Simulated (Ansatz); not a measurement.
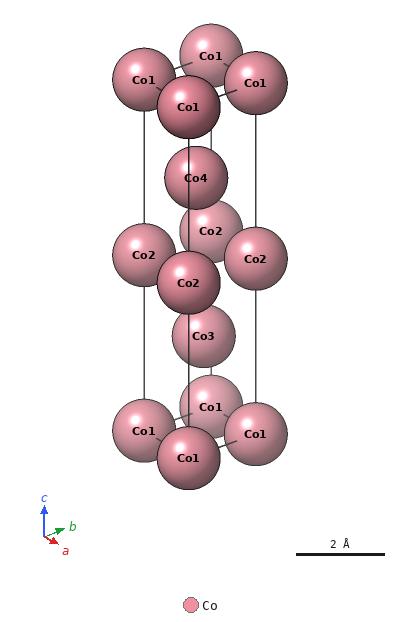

Figure 1. The input geometry of run 1 (spheres-only view of the cell of the calculation, seen slightly off an axis; atoms are numbered from 1 in the order of the input).

**What a change does: single-point calculation on Co**

System: Co (P6₃/mmc, 4 atoms in the cell).
Method of run 1: DFT, m-r2SCAN, plane waves (500 eV) with PAW, scalar-relativistic, spin-polarised (Ansatz 0.2.0).

Text and figures count atoms from 1; the logs count them from 0 in places.

## Input file, run 1
```yaml
crystal:
  lattice:
    - [2.5531642041, 0.0, 0.0]
    - [-1.2765821021, 2.2111050607, 0.0]
    - [0.0, 0.0, 8.2765249957]
  atoms:
    - { symbol: Co, position: [1.0, 1.0, 0.0], spin: 1.644 }
    - { symbol: Co, position: [1.0, 1.0, 0.5], spin: 1.644 }
    - { symbol: Co, position: [0.3333333333, 0.6666666667, 0.25], spin: 1.667 }
    - { symbol: Co, position: [0.6666666667, 0.3333333333, 0.75], spin: 1.667 }
hamiltonian:
  xc: mr2scan
  pseudopotentials:
    kind: paw
    azcp:
      Co: "pseudopotentials/Co.paw.azcp"
basis:
  ecutwfc: 500
  fft_grid_basis: typed
kpoints:
  mp_grid: { grid: [19, 19, 6], shift: [0, 0, 0] }
magnetization:
  spin_polarized: true
scf:
  occupations: { method: fermi_dirac, width: 0.05 }
output:
  stress: true
  write_density: true
  write_potential: true
  elf: true
  volumetric_format: npy
```

Hardware: 2 threads of an Arm (aarch64) CPU, shared host.

## Output, shortened to warnings, some set-up lines, iterations and results (run 1)
```
Basis set: ecut = 500 eV, 1195 PW (Γ), exchange–correlation on 80×80×256 points (64 copies of the dense FFT grid, shifted against one another)
Symmetry: 24 space group operations
k-points: 160 of 2166
Initial density: superposition of atomic densities (chi_scale 0.1, normalization cell)
[...]
SCF iter   1: F=—  HF=-20522.437804 eV  |F-HF|=—  |Δ(HF+E_count)|=         —  Δρ=8.59e-2 (↑1.48e-2 ↓8.59e-2)  dr2=2.74e0  dr2_τ=3.31e-2  dr2_m=5.71e-1  M=6.705 μB ∫|m|=6.823 …
SCF iter   2: F=—  HF=-20521.815948 eV  |F-HF|=—  |Δ(HF+E_count)|=   6.22e-1  Δρ=2.09e-2 (↑9.68e-3 ↓2.09e-2)  dr2=1.18e-1  dr2_τ=2.41e-2  dr2_m=7.92e-2  M=6.745 μB ∫|m|=7.134 …
SCF iter   3: F=—  HF=-20522.972488 eV  |F-HF|=—  |Δ(HF+E_count)|=         —  Δρ=1.70e-2 (↑1.70e-2 ↓8.53e-3)  dr2=2.73e-2  dr2_τ=1.34e-3  dr2_m=5.66e-2  M=6.949 μB ∫|m|=7.529 …
SCF iter   4: F=—  HF=-20523.486581 eV  |F-HF|=—  |Δ(HF+E_count)|=   5.14e-1  Δρ=7.65e-3 (↑7.23e-3 ↓7.65e-3)  dr2=4.07e-2  dr2_τ=9.46e-4  dr2_m=1.70e-4  M=6.898 μB ∫|m|=7.529 …
SCF iter   5: F=—  HF=-20523.799097 eV  |F-HF|=—  |Δ(HF+E_count)|=   3.13e-1  Δρ=8.34e-3 (↑6.12e-3 ↓8.34e-3)  dr2=4.60e-2  dr2_τ=9.80e-4  dr2_m=7.44e-4  M=6.851 μB ∫|m|=7.501 …
[... 11 lines ...]
SCF iter  17: F=—  HF=-20524.380741 eV  |F-HF|=—  |Δ(HF+E_count)|=   1.51e-7  Δρ=7.85e-6 (↑5.57e-6 ↓7.85e-6)  dr2=4.03e-8  dr2_τ=3.31e-10  dr2_m=7.50e-10  M=6.679 μB …
SCF iter  18: F=—  HF=-20524.380742 eV  |F-HF|=—  |Δ(HF+E_count)|=   1.75e-7  Δρ=4.85e-6 (↑2.79e-6 ↓4.85e-6)  dr2=6.45e-9  dr2_τ=2.56e-10  dr2_m=2.23e-9  M=6.679 μB …
SCF iter  19: F=—  HF=-20524.380742 eV  |F-HF|=—  |Δ(HF+E_count)|=   1.91e-7  Δρ=2.34e-6 (↑2.20e-6 ↓2.34e-6)  dr2=2.11e-9  dr2_τ=1.25e-10  dr2_m=3.41e-10  M=6.679 μB …
SCF iter  20: F=-20524.380742 eV  HF=-20524.380742 eV  |F-HF|=3.48e-9  |Δ(HF+E_count)|=   5.28e-8  Δρ=3.32e-6 (↑1.58e-6 ↓3.32e-6)  dr2=7.79e-9  dr2_τ=8.66e-11  dr2_m=5.11e-10 …
SCF 1 converged in 20 iterations: F = -20524.380742 eV  dr2 = 7.79e-9
this state was not tested for a lower state beside it, because the mixer in use, unlike msr1, does not test its closes by its own steps (another_mixer; see scf.mixing.algorithm and scf.lower_state_search)
SCF converged after 20 iterations
Magnetization: 6.6793 μB (37.3396 up, 30.6604 down)
Absolute magnetization: 7.3695 μB (∫|ρ↑−ρ↓|, with the PAW one-centre terms)
Spin contamination: 0.1281 ħ² per cell (⟨S²⟩ above its minimum at these occupations)
Per-site moments (μB) at R_I (Å): [(1.7391893815135995, 1.0479600136852596), (1.7391893815135988, 1.0479600136852596), (1.757206749416338, 1.0479600136852596), (1.7572067494163377, 1.0479600136852596)]
Free energy (F): -20524.380742 eV
Harris-Foulkes:  -20524.380742 eV  (|F-HF|=3.48e-9)
Internal energy: -20524.351060 eV  (E = F + TS)
E sigma→0 (E₀):  -20524.365901 eV
Entropy (-TS):   -0.029682 eV (-7.420 meV/atom)
Fermi energy:    16.951466 eV
--- Per-component energies (eV) ---
  E_band       = -1171.077194
  E_kinetic    = 1808.372521
  E_local      = -11766.314492  (includes V_loc(G=0)·N_el)
  E_nonlocal   = 1829.281555
  E_hartree    = 4922.393459
  E_xc         = -626.327983
  E_vxc        = -912.941736  (∫ρ·V_xc dr)
  E_paw        = -6096.057438  (= ΣΔE_a)
  E_vpaw       = -2032.278259  (= ΣTr[D̂ρ^β])
  E_aug_tail   = 0.000147  (compensation charges beyond the density's cutoff)
  E_vtau       = 58.013618  (kinetic-family band-sum trace: ∫τ·v_τ [+ j·A + Jᵃ·Aᵃ] dr)
  E_ewald      = -10594.518005
  E_core_change = -1.180825  (= ΣΔE_core)
  E_smearing   = -0.029682  (= −TS)
  E_closure    = -0.000000  (closes the sum)
  Σ components = -20524.380742   (vs F -20524.380742, Δ=0.00e0)
--- Stress (GPa, compression-positive) ---
      -20.706763       0.000000       0.000000
        0.000000     -20.706763       0.000000
        0.000000       0.000000     -20.390998
  P = ⅓ Tr σ = -20.6015 GPa (-206.015 kbar)
```

The input of run 2 differs as follows (lines with − go, lines with + come):
```diff
-    - [2.5531642041, 0.0, 0.0]
-    - [-1.2765821021, 2.2111050607, 0.0]
-    - [0.0, 0.0, 8.2765249957]
+    - [2.5224001942, 0.0, 0.0]
+    - [-1.2612000971, 2.1844626466, 0.0]
+    - [0.0, 0.0, 8.1767981169]
```

How does run 2 compare with run 1?

With the same functional and potentials, run 2 lies 46.7 meV per atom lower. The net moment of the cell goes from 6.68 to 6.60 μB. The pressure goes from −20.60 to −15.04 GPa. The volume per atom goes from 11.68 to 11.26 Å³. The cell is scaled evenly with the atoms at fixed fractional positions, so −ΔP/Δ ln V estimates the bulk modulus midway between the two volumes: about 150 GPa. The number of SCF iterations is the same. The plane waves at Γ go from 1195 to 1151.

## Output, shortened to warnings, some set-up lines, iterations and results (run 2)
```
Basis set: ecut = 500 eV, 1151 PW (Γ), exchange–correlation on 80×80×240 points (64 copies of the dense FFT grid, shifted against one another)
Symmetry: 24 space group operations
k-points: 160 of 2166
Initial density: superposition of atomic densities (chi_scale 0.1, normalization cell)
[...]
SCF iter   1: F=—  HF=-20522.602076 eV  |F-HF|=—  |Δ(HF+E_count)|=         —  Δρ=8.87e-2 (↑2.09e-2 ↓8.87e-2)  dr2=3.15e0  dr2_τ=3.29e-2  dr2_m=4.96e-1  M=6.621 μB ∫|m|=6.734 …
SCF iter   2: F=—  HF=-20521.840224 eV  |F-HF|=—  |Δ(HF+E_count)|=   7.62e-1  Δρ=2.26e-2 (↑9.48e-3 ↓2.26e-2)  dr2=1.49e-1  dr2_τ=2.73e-2  dr2_m=8.06e-2  M=6.666 μB ∫|m|=7.038 …
SCF iter   3: F=—  HF=-20523.047179 eV  |F-HF|=—  |Δ(HF+E_count)|=         —  Δρ=1.65e-2 (↑1.65e-2 ↓7.89e-3)  dr2=2.84e-2  dr2_τ=1.36e-3  dr2_m=4.67e-2  M=6.855 μB ∫|m|=7.406 …
SCF iter   4: F=—  HF=-20523.612729 eV  |F-HF|=—  |Δ(HF+E_count)|=   5.66e-1  Δρ=8.21e-3 (↑7.46e-3 ↓8.21e-3)  dr2=4.18e-2  dr2_τ=1.01e-3  dr2_m=2.08e-4  M=6.804 μB ∫|m|=7.399 …
SCF iter   5: F=—  HF=-20523.930716 eV  |F-HF|=—  |Δ(HF+E_count)|=   3.18e-1  Δρ=8.84e-3 (↑6.40e-3 ↓8.84e-3)  dr2=4.72e-2  dr2_τ=1.03e-3  dr2_m=8.59e-4  M=6.758 μB ∫|m|=7.369 …
[... 11 lines ...]
SCF iter  17: F=—  HF=-20524.567488 eV  |F-HF|=—  |Δ(HF+E_count)|=   4.22e-7  Δρ=4.23e-6 (↑3.38e-6 ↓4.23e-6)  dr2=6.77e-9  dr2_τ=4.67e-10  dr2_m=4.79e-10  M=6.599 μB …
SCF iter  18: F=—  HF=-20524.567488 eV  |F-HF|=—  |Δ(HF+E_count)|=   1.04e-8  Δρ=4.21e-6 (↑2.40e-6 ↓4.21e-6)  dr2=7.26e-9  dr2_τ=1.80e-10  dr2_m=4.98e-10  M=6.599 μB …
SCF iter  19: F=—  HF=-20524.567488 eV  |F-HF|=—  |Δ(HF+E_count)|=   3.99e-8  Δρ=3.92e-6 (↑1.88e-6 ↓3.92e-6)  dr2=5.78e-9  dr2_τ=8.63e-11  dr2_m=7.78e-10  M=6.599 μB …
SCF iter  20: F=-20524.567488 eV  HF=-20524.567488 eV  |F-HF|=2.93e-8  |Δ(HF+E_count)|=   1.14e-7  Δρ=8.03e-6 (↑2.58e-6 ↓8.03e-6)  dr2=4.26e-8  dr2_τ=1.73e-10  dr2_m=3.78e-9  …
SCF 1 converged in 20 iterations: F = -20524.567488 eV  dr2 = 4.26e-8
this state was not tested for a lower state beside it, because the mixer in use, unlike msr1, does not test its closes by its own steps (another_mixer; see scf.mixing.algorithm and scf.lower_state_search)
SCF converged after 20 iterations
Magnetization: 6.5992 μB (37.2996 up, 30.7004 down)
Absolute magnetization: 7.2444 μB (∫|ρ↑−ρ↓|, with the PAW one-centre terms)
Spin contamination: 0.1168 ħ² per cell (⟨S²⟩ above its minimum at these occupations)
Per-site moments (μB) at R_I (Å): [(1.7137771154152612, 1.0353327599407722), (1.7137771154152612, 1.0353327599407722), (1.7332946633394477, 1.0353327599407722), (1.733294663339448, 1.0353327599407722)]
Free energy (F): -20524.567488 eV
Harris-Foulkes:  -20524.567488 eV  (|F-HF|=2.93e-8)
Internal energy: -20524.538851 eV  (E = F + TS)
E sigma→0 (E₀):  -20524.553170 eV
Entropy (-TS):   -0.028637 eV (-7.159 meV/atom)
Fermi energy:    17.713820 eV
--- Per-component energies (eV) ---
  E_band       = -1121.884993
  E_kinetic    = 1812.568067
  E_local      = -11560.127031  (includes V_loc(G=0)·N_el)
  E_nonlocal   = 1828.582893
  E_hartree    = 4843.630975
  E_xc         = -628.000238
  E_vxc        = -915.443833  (∫ρ·V_xc dr)
  E_paw        = -6096.280666  (= ΣΔE_a)
  E_vpaw       = -2032.919042  (= ΣTr[D̂ρ^β])
  E_aug_tail   = 0.000152  (compensation charges beyond the density's cutoff)
  E_vtau       = 58.186266  (kinetic-family band-sum trace: ∫τ·v_τ [+ j·A + Jᵃ·Aᵃ] dr)
  E_ewald      = -10723.732178
  E_core_change = -1.180825  (= ΣΔE_core)
  E_smearing   = -0.028637  (= −TS)
  E_closure    = -0.000000  (closes the sum)
  Σ components = -20524.567488   (vs F -20524.567488, Δ=0.00e0)
--- Stress (GPa, compression-positive) ---
      -15.056677       0.000000       0.000000
        0.000000     -15.056677       0.000000
        0.000000       0.000000     -14.999287
  P = ⅓ Tr σ = -15.0375 GPa (-150.375 kbar)
```

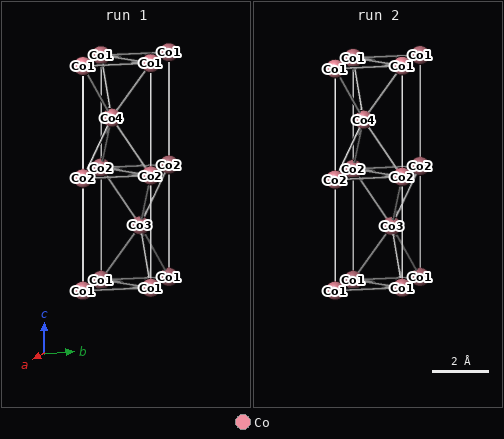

Figure 2. The two input geometries at one scale (ball-and-stick view of the cell of the calculation, seen slightly off an axis). The atoms keep their places relative to the cell (all moves are under 0.005 Å). Cell: a = b 2.553 → 2.522 Å (−1.2 %), c 8.277 → 8.177 Å (−1.2 %). Volume −3.6 %. Among the contacts that change: Co1–Co1 2.553 → 2.522 Å, Co1–Co3 2.541 → 2.510 Å.

## The two runs side by side

```tsv
quantity	run 1	run 2
outcome	converged	converged
free energy per atom (eV)	−5131.0952	−5131.1419
energy per atom, smearing taken to zero (eV)	−5131.0915	−5131.1383
net moment of the cell (μB)	6.68	6.60
absolute moment of the cell (μB)	7.37	7.24
pressure (GPa)	−20.60	−15.04
volume per atom (Å³)	11.68	11.26
SCF iterations	20	20
irreducible k-points	160	160
plane waves at Γ	1195	1151
wall time (shared host)	98 s	84 s
```

For both runs: Warnings: the state was not tested for a lower one. For run 1: The cell is under a tension of 21 GPa at this level, so it is not at its equilibrium volume. For run 2: The cell is under a tension of 15.0 GPa at this level, so it is not at its equilibrium volume.
